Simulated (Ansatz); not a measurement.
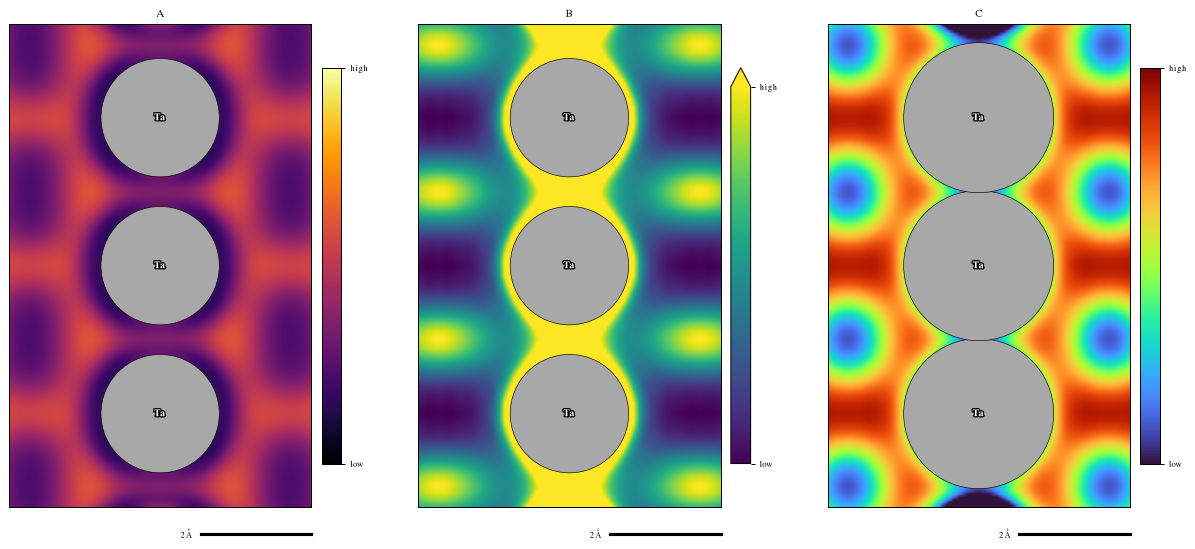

Ta: 3 fields on the (100) plane of the conventional cell, with unlabelled colour scales. Grey discs cover the atomic cores.

Space group P6/mmm; set up as Ta, omega (AlB2-type); a generated structure, not necessarily the stable one; changed on purpose from its base cell (volume × 0.92); computed pressure about 17 GPa in this cell; computed without spin polarisation.

All numbers below come from Ansatz, DFT, RPBE, plane waves (420 eV) with PAW, scalar-relativistic.

```
Ta
1.0
     4.75907    0.00000    0.00000
    -2.37953    4.12147    0.00000
     0.00000    0.00000    2.67218
Ta
3
Cartesian
  0.0000 0.0000 0.0000
  0.0000 2.7477 1.3361
  2.3796 1.3738 1.3361
```

Question: The panels show electron localisation function, electrostatic potential energy of an electron and valence pseudo-density in some order. Assign them.

Answer: Panel A: electron localisation function. Panel B: valence pseudo-density. Panel C: electrostatic potential energy of an electron (low next to the atoms, rising into the space between them).
